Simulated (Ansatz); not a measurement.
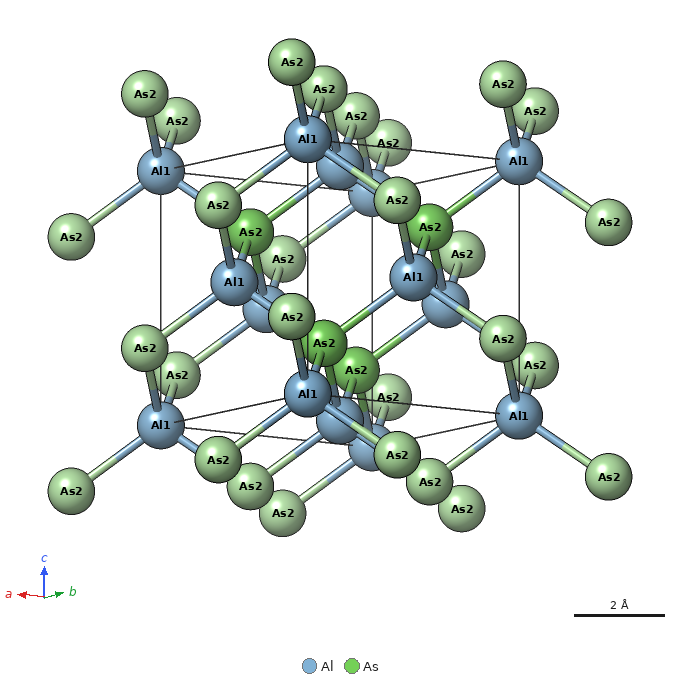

The input geometry of run A (ball-and-stick view of the cell 4 times as large as that of the calculation, set on its symmetry axes, seen at an oblique angle; neighbours outside the cell are drawn fainter; atoms are numbered from 1 in the order of the input). An atom can appear more than once, as a periodic image. Near neighbours in the periodic cell (some may lie outside the picture): Al has 4 As at 2.48 Å; As has 4 Al at 2.48 Å.

## AlAs: a changed input and its effect

System: AlAs (2 atoms in the cell).
Method of run A: DFT PBE, scalar-relativistic, plane waves, PAW, no spin polarisation (Ansatz 0.2.0).

The structure derives from an entry of the Crystallography Open Database. Text and figures count atoms from 1; the logs count them from 0 in places.

### Input, run A
```yaml
crystal:
  lattice:
    - [0.0, 2.8642887511, 2.8642887511]
    - [2.8642887511, 0.0, 2.8642887511]
    - [2.8642887511, 2.8642887511, 0.0]
  atoms:
    - { symbol: Al, position: [0.0, 0.0, 0.0] }
    - { symbol: As, position: [0.75, 0.75, 0.75] }
basis:
  ecutwfc: 420
  ecutrho_ratio: 4
kpoints:
  mp_grid: { grid: [10, 10, 10] }
hamiltonian:
  xc: pbe
scf:
  occupations: { method: gaussian, width: 0.05 }
output:
  forces: true
  stress: true
  eigenvalues: true
```

Command:
```bash
ansatz run input.yaml --threads 2 --pin off --max-ram 2662MiB --backend cpu --events-out ev --progress --plain --runs-dir out
```

Hardware: 2 threads of Arm Neoverse V2, 24 GiB of memory available, shared host.

### Output, shortened to warnings, some set-up lines, iterations and results (run A)
```
Basis set: ecut = 420 eV, 941 PW (Γ), exchange–correlation on 60×60×60 points (8 copies of the dense FFT grid, shifted against one another)
Symmetry: 24 space group operations
k-points: 47 of 1000 (time reversal used)
Initial density: superposition of atomic densities (neutral atoms: chi_scale 0, normalization atom), corrected by the library's trained network
[...]
SCF iter   1: F=—  HF=-5394.616778 eV  |F-HF|=—  |Δ(HF+E_count)|=         —  Δρ=1.82e-3  dr2=2.95e-3  ethr=1.77e-3  ⟨swp⟩=5.6  Hψ=3704  notcnv=0
SCF iter   2: F=—  HF=-5394.615770 eV  |F-HF|=—  |Δ(HF+E_count)|=   1.01e-3  Δρ=5.50e-4  dr2=1.43e-4  ethr=1.64e-5  ⟨swp⟩=1.8  Hψ=1088  notcnv=0
SCF iter   3: F=—  HF=-5394.615812 eV  |F-HF|=—  |Δ(HF+E_count)|=   4.25e-5  Δρ=2.22e-4  dr2=1.84e-5  ethr=7.97e-7  ⟨swp⟩=1.8  Hψ=728  notcnv=0
SCF iter   4: F=—  HF=-5394.615830 eV  |F-HF|=—  |Δ(HF+E_count)|=   1.74e-5  Δρ=3.12e-5  dr2=2.53e-7  ethr=1.02e-7  ⟨swp⟩=2.0  Hψ=799  notcnv=0
SCF iter   5: F=-5394.615830 eV  HF=-5394.615830 eV  |F-HF|=3.43e-8  |Δ(HF+E_count)|=   3.14e-7  Δρ=5.19e-6  dr2=1.26e-8  ethr=1.41e-9  ⟨swp⟩=2.0  Hψ=1034  notcnv=0
SCF iter   6: F=-5394.615830 eV  HF=-5394.615830 eV  |F-HF|=9.94e-10  |Δ(HF+E_count)|=   1.02e-8  Δρ=1.30e-6  dr2=5.43e-10  ethr=6.97e-11  ⟨swp⟩=2.0  Hψ=2019  notcnv=0
SCF 1 converged in 6 iterations: F = -5394.615830 eV  dr2 = 5.43e-10
SCF converged after 6 iterations
Free energy (F): -5394.615830 eV
Harris-Foulkes:  -5394.615830 eV  (|F-HF|=9.94e-10)
Internal energy: -5394.615830 eV  (E = F + TS)
E sigma→0 (E₀):  -5394.615830 eV
Fermi energy:    6.734104 eV
--- Per-component energies (eV) ---
  E_band       = -272.606750
  E_kinetic    = 125.773152
  E_local      = -2141.064797  (includes V_loc(G=0)·N_el)
  E_nonlocal   = -660.043385
  E_hartree    = 1141.502790
  E_xc         = -118.637674
  E_vxc        = -107.833127  (∫ρ·V_xc dr)
  E_paw        = -2303.040463  (= ΣΔE_a)
  E_vpaw       = 227.555886  (= ΣTr[D̂ρ^β])
  E_aug_tail   = 0.000007  (compensation charges beyond the density's cutoff)
  E_ewald      = -1439.105460
  E_smearing   = -0.000000  (= −TS)
  E_closure    = -0.000000  (closes the sum)
  Σ components = -5394.615830   (vs F -5394.615830, Δ=0.00e0)
--- Forces (eV/Å), atoms counted from 1 ---
  atom   1  Al    -0.00000000     0.00000000     0.00000000
  atom   2  As     0.00000000    -0.00000000    -0.00000000
  max |Σ_I F_I| component: 1.56e-16 eV/Å
--- Stress (GPa, compression-positive) ---
       -0.003045       0.000000      -0.000000
        0.000000      -0.003045       0.000000
        0.000000       0.000000      -0.003045
  P = ⅓ Tr σ = -0.0030 GPa (-0.030 kbar)
```

For run B the input was changed thus:
```diff
+  mixing: { algorithm: anderson, beta: 0.001, ndim: 1 }
+  max_iter: 100
-  eigenvalues: true
```

What does this change do to the results?

Both reach the same energy, so the change doesn't alter the result. The SCF takes 36 iterations against 6.

### Output, shortened to warnings, some set-up lines, iterations and results (run B)
```
Basis set: ecut = 420 eV, 941 PW (Γ), exchange–correlation on 60×60×60 points (8 copies of the dense FFT grid, shifted against one another)
Symmetry: 24 space group operations
k-points: 47 of 1000 (time reversal used)
Initial density: superposition of atomic densities (neutral atoms: chi_scale 0, normalization atom), corrected by the library's trained network
[...]
SCF iter   1: F=—  HF=-5394.616778 eV  |F-HF|=—  |Δ(HF+E_count)|=         —  Δρ=1.82e-3  dr2=2.95e-3  ethr=1.77e-3  ⟨swp⟩=5.6  Hψ=3704  notcnv=0
SCF iter   2: F=—  HF=-5394.616478 eV  |F-HF|=—  |Δ(HF+E_count)|=   3.00e-4  Δρ=1.79e-3  dr2=2.99e-3  ethr=1.64e-5  ⟨swp⟩=1.3  Hψ=1005  notcnv=0
SCF iter   3: F=—  HF=-5394.616476 eV  |F-HF|=—  |Δ(HF+E_count)|=   1.73e-6  Δρ=1.79e-3  dr2=2.99e-3  ethr=1.64e-5  ⟨swp⟩=1.0  Hψ=611  notcnv=0
SCF iter   4: F=—  HF=-5394.616474 eV  |F-HF|=—  |Δ(HF+E_count)|=   1.83e-6  Δρ=1.79e-3  dr2=2.98e-3  ethr=1.64e-5  ⟨swp⟩=1.0  Hψ=611  notcnv=0
SCF iter   5: F=—  HF=-5394.616472 eV  |F-HF|=—  |Δ(HF+E_count)|=   1.68e-6  Δρ=1.79e-3  dr2=2.98e-3  ethr=1.64e-5  ⟨swp⟩=1.0  Hψ=611  notcnv=0
[... 27 lines ...]
SCF iter  33: F=—  HF=-5394.615950 eV  |F-HF|=—  |Δ(HF+E_count)|=   4.83e-4  Δρ=5.99e-4  dr2=2.75e-4  ethr=5.56e-6  ⟨swp⟩=2.3  Hψ=5505  notcnv=0
SCF iter  34: F=—  HF=-5394.615831 eV  |F-HF|=—  |Δ(HF+E_count)|=   1.19e-4  Δρ=1.92e-5  dr2=1.43e-7  ethr=1.53e-6  ⟨swp⟩=2.7  Hψ=3100  notcnv=0
SCF iter  35: F=-5394.615830 eV  HF=-5394.615830 eV  |F-HF|=2.04e-9  |Δ(HF+E_count)|=   5.46e-7  Δρ=2.04e-6  dr2=1.51e-9  ethr=5.56e-10  ⟨swp⟩=2.1  Hψ=2026  notcnv=0
SCF iter  36: F=-5394.615830 eV  HF=-5394.615830 eV  |F-HF|=2.05e-9  |Δ(HF+E_count)|=  1.82e-12  Δρ=2.04e-6  dr2=1.51e-9  ethr=8.39e-12  ⟨swp⟩=1.0  Hψ=2021  notcnv=0
SCF 1 converged in 36 iterations: F = -5394.615830 eV  dr2 = 1.51e-9
SCF converged after 36 iterations
Free energy (F): -5394.615830 eV
Harris-Foulkes:  -5394.615830 eV  (|F-HF|=2.05e-9)
Internal energy: -5394.615830 eV  (E = F + TS)
E sigma→0 (E₀):  -5394.615830 eV
Fermi energy:    6.734090 eV
--- Per-component energies (eV) ---
  E_band       = -272.608444
  E_kinetic    = 125.773176
  E_local      = -2141.065550  (includes V_loc(G=0)·N_el)
  E_nonlocal   = -660.044243
  E_hartree    = 1141.503497
  E_xc         = -118.637706
  E_vxc        = -107.833157  (∫ρ·V_xc dr)
  E_paw        = -2303.039551  (= ΣΔE_a)
  E_vpaw       = 227.555719  (= ΣTr[D̂ρ^β])
  E_aug_tail   = 0.000007  (compensation charges beyond the density's cutoff)
  E_ewald      = -1439.105460
  E_smearing   = -0.000000  (= −TS)
  E_closure    = -0.000000  (closes the sum)
  Σ components = -5394.615830   (vs F -5394.615830, Δ=0.00e0)
--- Forces (eV/Å), atoms counted from 1 ---
  atom   1  Al    -0.00000000     0.00000000     0.00000000
  atom   2  As     0.00000000    -0.00000000     0.00000000
  max |Σ_I F_I| component: 1.35e-16 eV/Å
--- Stress (GPa, compression-positive) ---
       -0.003125       0.000000      -0.000000
        0.000000      -0.003125       0.000000
       -0.000000       0.000000      -0.003125
  P = ⅓ Tr σ = -0.0031 GPa (-0.031 kbar)
```

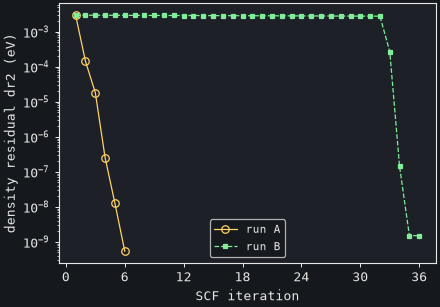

Convergence of the two runs: density residual dr2 against the SCF iteration. Run A takes 6 iterations in all, and run B takes 36.

### The two runs side by side

| quantity | run A | run B |
| --- | --- | --- |
| outcome | converged | converged |
| free energy per atom (eV) | −2697.3079 | −2697.3079 |
| gap on the mesh (eV) | 1.50 | 1.50 |
| pressure (GPa) | 0.00 | 0.00 |
| largest force (eV/Å) | 0.000 | 0.000 |
| SCF iterations | 6 | 36 |
| irreducible k-points | 47 | 47 |
| plane waves at Γ | 941 | 941 |
| wall time (shared host) | 1.3 s | 5.6 s |

For run B: A setting was made wrong on purpose: mixing far too weak (`scf.mixing`). It did no harm here: the run converged to the energy of the sound run within 1 meV per atom.
